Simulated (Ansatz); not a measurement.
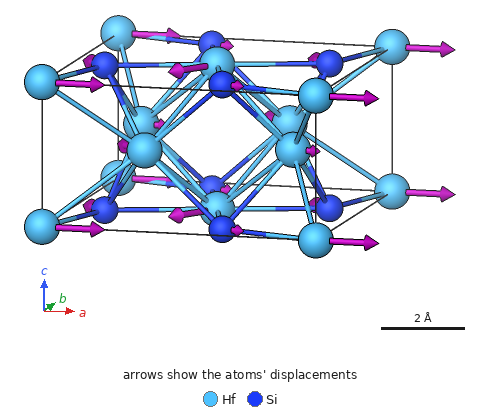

One vibrational mode of a crystal of Hf3Si2 at the zone centre. Displacements are drawn as purple arrows; their common scale and sign are arbitrary. Style: ball-and-stick. Shown: the cell of the calculation, slightly off an axis.

All numbers below come from DFT LDA, scalar-relativistic, plane waves, PAW in Ansatz 0.2.0. Settings: plane-wave cutoff 420 eV; k-point mesh 6 × 6 × 10; occupations fermi dirac; smearing width 0.15 eV; no spin polarisation.

The frequencies depend somewhat on the k-mesh and the smearing.

### What mode is this, and where does it lie in the spectrum?

This is the E_u mode (doubly degenerate; one member of the set is drawn) at 4.18 THz, optical level 8 of 18, counted from below, infrared-active by symmetry. The kinetic energy is shared as Hf 97 %, Si 3 %. The crystal is a metal, so free carriers screen the infrared response.
